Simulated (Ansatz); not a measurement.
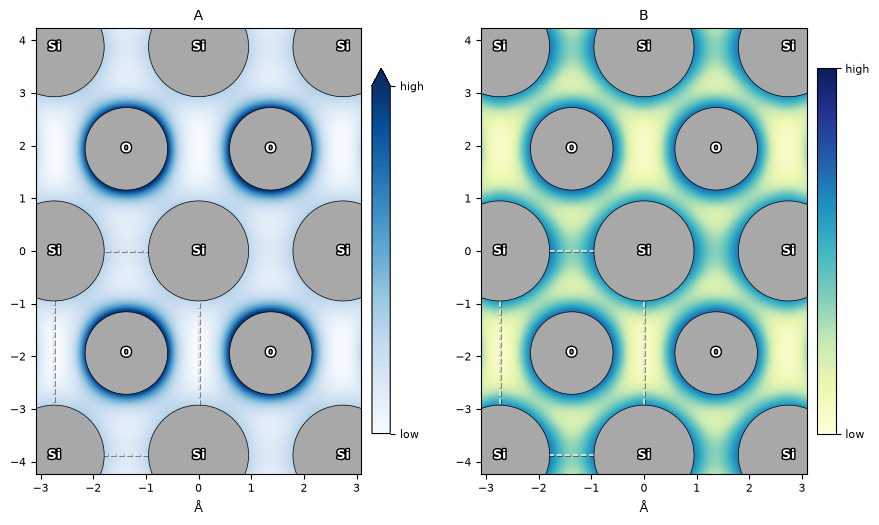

SiO: 2 fields on the (011) plane of the conventional cell, with unlabelled colour scales. Grey discs cover the atomic cores.

Space group Pm-3m; a generated structure, not necessarily the stable one; computed pressure about 5 GPa in this cell.

The calculation used Kohn-Sham DFT of a periodic cell, PBEsol, Ansatz PAW (Ansatz 0.2.0).

### Which field does each panel show? The fields are: electron localisation function and valence pseudo-density.

Panel A: valence pseudo-density. Panel B: electron localisation function. From the grid: Si–O (2.37 Å): the density is about 0.31 e/Å³ at the midpoint; the ELF is about 0.35 at the midpoint.
